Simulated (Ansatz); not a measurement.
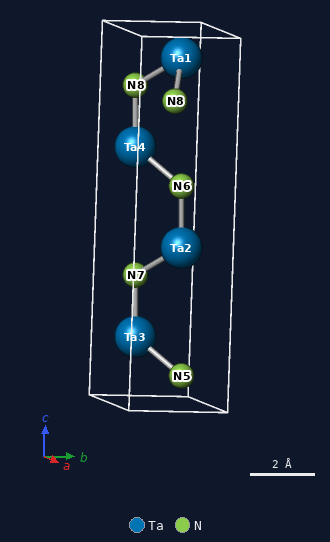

The structure (ball-and-stick view of the cell of the calculation, set on other vectors, seen slightly off an axis; atoms are numbered from 1 in the order of the input).

## What a change does: single-point calculation on TaN

System: TaN (P1, 8 atoms in the cell).
Method of run 1: DFT PBEsol, scalar-relativistic, plane waves, PAW, no spin polarisation (Ansatz 0.2.0).

The structure derives from an entry of the Crystallography Open Database. Text and figures count atoms from 1; the logs count them from 0 in places.

### Input file, run 1
```yaml
crystal:
  lattice:
    - [-3.1222862254, 0.0, 0.0]
    - [-1.5611431127, -2.7039791891, 0.0]
    - [-0.5203810376, -0.9013263964, 12.1049231048]
  atoms:
    - { symbol: Ta, position: [0.3333333333, 0.0270684736, 0.9187945792] }
    - { symbol: Ta, position: [0.3333333333, 0.1937351403, 0.4187945792] }
    - { symbol: Ta, position: [0.6666666667, 0.6104018069, 0.1687945792] }
    - { symbol: Ta, position: [0.6666666667, 0.4437351403, 0.6687945792] }
    - { symbol: "N", position: [0.3333333333, 0.3062648597, 0.0812054208] }
    - { symbol: "N", position: [0.3333333333, 0.1395981931, 0.5812054208] }
    - { symbol: "N", position: [0.6666666667, 0.5562648597, 0.3312054208] }
    - { symbol: "N", position: [0.6666666667, 0.3895981931, 0.8312054208] }
basis:
  ecutwfc: 520.0
kpoints:
  mp_grid: { grid: [14, 14, 4] }
hamiltonian:
  xc: pbesol
scf:
  occupations: { method: gaussian, width: 0.15 }
output:
  forces: true
  stress: true
  eigenvalues: true
```

Command:
```bash
ansatz run input.yaml --threads 4 --pin off --max-ram 8192MiB --backend cpu --events-out ev --progress --plain --runs-dir out
```

Hardware: 4 threads of Intel Xeon @ 2.50GHz (Skylake/Cascade Lake), 189 GiB of memory available, shared host.

### Output, shortened to warnings, some set-up lines, iterations and results (run 1)
```
Basis set: ecut = 520 eV, 2739 PW (Γ), exchange–correlation on 48×48×192 points (8 copies of the dense FFT grid, shifted against one another)
Symmetry: 1 space group operations
k-points: 396 of 784 (time reversal used)
Initial density: superposition of atomic densities (neutral atoms: chi_scale 0, normalization atom), corrected by the library's trained network
[...]
SCF iter   1: F=—  HF=-40746.523264 eV  |F-HF|=—  |Δ(HF+E_count)|=         —  Δρ=1.85e-2  dr2=3.95e-1  ethr=1.77e-3  ⟨swp⟩=5.6  Hψ=67880  notcnv=0
SCF iter   2: F=—  HF=-40746.446845 eV  |F-HF|=—  |Δ(HF+E_count)|=   7.64e-2  Δρ=5.23e-3  dr2=2.28e-2  ethr=5.48e-4  ⟨swp⟩=2.0  Hψ=28378  notcnv=0  defer=89
SCF iter   3: F=—  HF=-40746.444209 eV  |F-HF|=—  |Δ(HF+E_count)|=   2.64e-3  Δρ=2.78e-3  dr2=6.61e-3  ethr=3.16e-5  ⟨swp⟩=1.1  Hψ=16727  notcnv=0  defer=89
SCF iter   4: F=—  HF=-40746.443009 eV  |F-HF|=—  |Δ(HF+E_count)|=   1.20e-3  Δρ=4.74e-4  dr2=4.33e-4  ethr=9.18e-6  ⟨swp⟩=2.7  Hψ=25985  notcnv=0  defer=89
SCF iter   5: F=—  HF=-40746.442959 eV  |F-HF|=—  |Δ(HF+E_count)|=   4.99e-5  Δρ=1.87e-4  dr2=4.65e-5  ethr=6.02e-7  ⟨swp⟩=2.1  Hψ=20536  notcnv=0  defer=89
SCF iter   6: F=—  HF=-40746.442949 eV  |F-HF|=—  |Δ(HF+E_count)|=   1.02e-5  Δρ=8.59e-5  dr2=1.54e-5  ethr=6.45e-8  ⟨swp⟩=2.0  Hψ=24397  notcnv=0  defer=94
SCF iter   7: F=—  HF=-40746.442947 eV  |F-HF|=—  |Δ(HF+E_count)|=   1.99e-6  Δρ=2.86e-5  dr2=1.54e-6  ethr=2.14e-8  ⟨swp⟩=2.0  Hψ=23362  notcnv=0  defer=95
SCF iter   8: F=—  HF=-40746.442947 eV  |F-HF|=—  |Δ(HF+E_count)|=   2.27e-7  Δρ=7.50e-6  dr2=3.36e-7  ethr=2.14e-9  ⟨swp⟩=2.0  Hψ=23724  notcnv=0  defer=95
SCF iter   9: F=-40746.442947 eV  HF=-40746.442947 eV  |F-HF|=5.36e-9  |Δ(HF+E_count)|=   3.00e-8  Δρ=2.50e-6  dr2=1.09e-8  ethr=1.39e-10  ⟨swp⟩=10.3  Hψ=66779  notcnv=0
SCF 1 converged in 9 iterations: F = -40746.442947 eV  dr2 = 1.09e-8
SCF converged after 9 iterations
Free energy (F): -40746.442947 eV
Harris-Foulkes:  -40746.442947 eV  (|F-HF|=5.36e-9)
Internal energy: -40746.420801 eV  (E = F + TS)
E sigma→0 (E₀):  -40746.431874 eV
Entropy (-TS):   -0.022146 eV (-2.768 meV/atom)
Fermi energy:    16.654867 eV
--- Per-component energies (eV) ---
  E_band       = -465.582298
  E_kinetic    = 1985.693588
  E_local      = -3214.628628  (includes V_loc(G=0)·N_el)
  E_nonlocal   = 253.108474
  E_hartree    = 1083.512557
  E_xc         = -1104.759767
  E_vxc        = -1117.570084  (∫ρ·V_xc dr)
  E_paw        = -33581.234667  (= ΣΔE_a)
  E_vpaw       = -539.211644  (= ΣTr[D̂ρ^β])
  E_aug_tail   = 0.000279  (compensation charges beyond the density's cutoff)
  E_ewald      = -6169.079618
  E_core_change = 0.966981  (= ΣΔE_core)
  E_smearing   = -0.022146  (= −TS)
  E_closure    = -0.000000  (closes the sum)
  Σ components = -40746.442947   (vs F -40746.442947, Δ=0.00e0)
--- Forces (eV/Å), atoms counted from 1 ---
  atom   1  Ta    -0.39654206    -1.17350214     0.98191154
  atom   2  Ta     0.01585845    -0.05168949    -0.03076976
  atom   3  Ta     0.18283395     0.05141044     0.27561150
  atom   4  Ta     0.02416969    -0.00875763     0.08013129
  atom   5  N      0.00093263     0.73700833    -2.11770187
  atom   6  N     -0.00241510     0.00683485    -0.09984040
  atom   7  N      0.02006012     0.04455689     0.24818043
  atom   8  N      0.15509801     0.39413325     0.66248303
  max |Σ_I F_I| component: 5.77e-6 eV/Å
--- Stress (GPa, compression-positive) ---
       -1.818799      -1.401067       0.929864
       -1.401067      -4.153687       1.737897
        0.929864       1.737897      -4.350534
  P = ⅓ Tr σ = -3.4410 GPa (-34.410 kbar)
```

The input of run 2 differs as follows (lines with − go, lines with + come):
```diff
-    - [-0.5203810376, -0.9013263964, 12.1049231048]
+    - [-0.7805715564, -1.3519895945, 12.1049231048]
-    - { symbol: Ta, position: [0.3333333333, 0.0270684736, 0.9187945792] }
-    - { symbol: Ta, position: [0.3333333333, 0.1937351403, 0.4187945792] }
-    - { symbol: Ta, position: [0.6666666667, 0.6104018069, 0.1687945792] }
-    - { symbol: Ta, position: [0.6666666667, 0.4437351403, 0.6687945792] }
-    - { symbol: "N", position: [0.3333333333, 0.3062648597, 0.0812054208] }
-    - { symbol: "N", position: [0.3333333333, 0.1395981931, 0.5812054208] }
-    - { symbol: "N", position: [0.6666666667, 0.5562648597, 0.3312054208] }
-    - { symbol: "N", position: [0.6666666667, 0.3895981931, 0.8312054208] }
+    - { symbol: Ta, position: [0.3333333333, -0.1260639563, 0.9187945792] }
+    - { symbol: Ta, position: [0.3333333333, 0.1239360437, 0.4187945792] }
+    - { symbol: Ta, position: [0.6666666667, 0.5822693771, 0.1687945792] }
+    - { symbol: Ta, position: [0.6666666667, 0.3322693771, 0.6687945792] }
+    - { symbol: "N", position: [0.3333333333, 0.2927306229, 0.0812054208] }
+    - { symbol: "N", position: [0.3333333333, 0.0427306229, 0.5812054208] }
+    - { symbol: "N", position: [0.6666666667, 0.5010639563, 0.3312054208] }
+    - { symbol: "N", position: [0.6666666667, 0.2510639563, 0.8312054208] }
```

What does this change do to the results?

With the same functional and potentials, run 2 lies 29.8 meV per atom higher. The pressure goes from −3.44 to −4.49 GPa. The largest force goes from 2.242 to 2.609 eV/Å. The number of SCF iterations is the same. The plane waves at Γ go from 2739 to 2743.

### Output, shortened to warnings, some set-up lines, iterations and results (run 2)
```
Warning: crystal.symmetry: narrowed to the stabiliser of the k-point mesh — unitary ops 2 → 1; excluded 1 operation that carries a point of the 14×14×4 mesh (shift [0, 0, 0]) off the mesh (the run samples exactly the mesh kpoints.mp_grid names, as under crystal.symmetry.detect: false, and its converged state has the mesh's symmetry, not the crystal's; ε∞, the Born charges and the force constants …
Basis set: ecut = 520 eV, 2743 PW (Γ), exchange–correlation on 48×48×192 points (8 copies of the dense FFT grid, shifted against one another)
Symmetry: 1 space group operations
k-points: 396 of 784 (time reversal used)
Initial density: superposition of atomic densities (neutral atoms: chi_scale 0, normalization atom), corrected by the library's trained network
[...]
SCF iter   1: F=—  HF=-40746.288214 eV  |F-HF|=—  |Δ(HF+E_count)|=         —  Δρ=1.80e-2  dr2=4.87e-1  ethr=1.77e-3  ⟨swp⟩=5.6  Hψ=67940  notcnv=0
SCF iter   2: F=—  HF=-40746.210329 eV  |F-HF|=—  |Δ(HF+E_count)|=   7.79e-2  Δρ=5.33e-3  dr2=4.69e-2  ethr=6.76e-4  ⟨swp⟩=2.0  Hψ=26675  notcnv=0  defer=42
SCF iter   3: F=—  HF=-40746.206144 eV  |F-HF|=—  |Δ(HF+E_count)|=   4.19e-3  Δρ=2.72e-3  dr2=9.24e-3  ethr=6.51e-5  ⟨swp⟩=1.1  Hψ=16729  notcnv=0  defer=42
SCF iter   4: F=—  HF=-40746.204655 eV  |F-HF|=—  |Δ(HF+E_count)|=   1.49e-3  Δρ=6.81e-4  dr2=9.53e-4  ethr=1.28e-5  ⟨swp⟩=2.5  Hψ=23707  notcnv=0  defer=42
SCF iter   5: F=—  HF=-40746.204524 eV  |F-HF|=—  |Δ(HF+E_count)|=   1.30e-4  Δρ=2.16e-4  dr2=6.73e-5  ethr=1.32e-6  ⟨swp⟩=2.0  Hψ=18189  notcnv=0  defer=42
SCF iter   6: F=—  HF=-40746.204517 eV  |F-HF|=—  |Δ(HF+E_count)|=   6.68e-6  Δρ=9.98e-5  dr2=1.97e-5  ethr=9.35e-8  ⟨swp⟩=2.0  Hψ=23999  notcnv=0  defer=75
SCF iter   7: F=—  HF=-40746.204515 eV  |F-HF|=—  |Δ(HF+E_count)|=   2.18e-6  Δρ=4.30e-5  dr2=3.07e-6  ethr=2.74e-8  ⟨swp⟩=2.0  Hψ=23980  notcnv=0  defer=75
SCF iter   8: F=—  HF=-40746.204515 eV  |F-HF|=—  |Δ(HF+E_count)|=   4.63e-7  Δρ=1.14e-5  dr2=6.70e-7  ethr=4.26e-9  ⟨swp⟩=2.0  Hψ=23910  notcnv=0  defer=75
SCF iter   9: F=-40746.204515 eV  HF=-40746.204515 eV  |F-HF|=1.42e-8  |Δ(HF+E_count)|=   6.37e-8  Δρ=3.53e-6  dr2=2.36e-8  ethr=1.39e-10  ⟨swp⟩=9.9  Hψ=73542  notcnv=0
SCF 1 converged in 9 iterations: F = -40746.204515 eV  dr2 = 2.36e-8
SCF converged after 9 iterations
Free energy (F): -40746.204515 eV
Harris-Foulkes:  -40746.204515 eV  (|F-HF|=1.42e-8)
Internal energy: -40746.175677 eV  (E = F + TS)
E sigma→0 (E₀):  -40746.190096 eV
Entropy (-TS):   -0.028837 eV (-3.605 meV/atom)
Fermi energy:    16.643710 eV
--- Per-component energies (eV) ---
  E_band       = -464.919231
  E_kinetic    = 1984.831377
  E_local      = -3203.333480  (includes V_loc(G=0)·N_el)
  E_nonlocal   = 252.788753
  E_hartree    = 1078.487627
  E_xc         = -1104.476488
  E_vxc        = -1117.202776  (∫ρ·V_xc dr)
  E_paw        = -33581.046679  (= ΣΔE_a)
  E_vpaw       = -538.979709  (= ΣTr[D̂ρ^β])
  E_aug_tail   = 0.000269  (compensation charges beyond the density's cutoff)
  E_ewald      = -6174.394038
  E_core_change = 0.966981  (= ΣΔE_core)
  E_smearing   = -0.028837  (= −TS)
  E_closure    = 0.000000  (closes the sum)
  Σ components = -40746.204515   (vs F -40746.204515, Δ=0.00e0)
--- Forces (eV/Å), atoms counted from 1 ---
  atom   1  Ta     0.20765330    -0.11955323     1.13992627
  atom   2  Ta     0.08119695    -0.04673801    -0.04126041
  atom   3  Ta     0.19568279    -0.11286088     0.34879912
  atom   4  Ta     0.03713143    -0.02135124     0.05776228
  atom   5  N     -0.29931988     0.17261124    -2.58554577
  atom   6  N     -0.00405646     0.00221823    -0.09721042
  atom   7  N     -0.04144915     0.02381248     0.33247665
  atom   8  N     -0.17683754     0.10186056     0.84508137
  max |Σ_I F_I| component: 2.91e-5 eV/Å
--- Stress (GPa, compression-positive) ---
       -2.714340      -2.510909       0.616925
       -2.510909      -5.614302      -0.357519
        0.616926      -0.357519      -5.127412
  P = ⅓ Tr σ = -4.4854 GPa (-44.854 kbar)
```

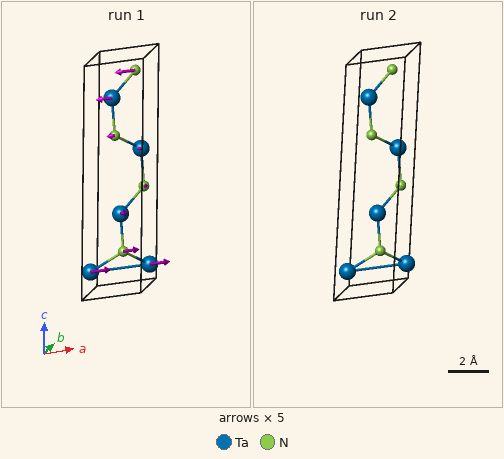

The two input geometries at one scale (ball-and-stick view of the reduced cell, seen slightly off an axis). The pink arrows on the first give the shifts of the atoms relative to the cell, with their mean removed, magnified 5 times. The largest moves relative to the cell, 0.22 Å, are those of Ta and N atoms. Largest moves by element: Ta 0.22 Å, N 0.22 Å. (The mean shift of all atoms is removed.) The drawn cell changes at constant volume: a = b stay at 3.122 Å, c 12.150 → 12.205 Å (+0.5 %), α 87.5° → 86.3°, β 85.1° → 82.7°. Among the contacts that change: N–Ta 2.224 → 2.510 Å, Ta–Ta 3.200 → 3.158 Å.

### The two runs side by side

```csv
quantity,run 1,run 2
outcome,converged,converged
free energy per atom (eV),−5093.3054,−5093.2756
"energy per atom, smearing taken to zero (eV)",−5093.3040,−5093.2738
gap on the mesh (eV),0.00,0.00
pressure (GPa),−3.44,−4.49
largest force (eV/Å),2.242,2.609
SCF iterations,9,9
irreducible k-points,396,396
plane waves at Γ,2739,2743
wall time (shared host),2 min,1.9 min
```

For both runs: Spin–orbit coupling is left out, which matters for Ta. For run 2: Warnings: the k-point mesh lowers the symmetry that the run can use.
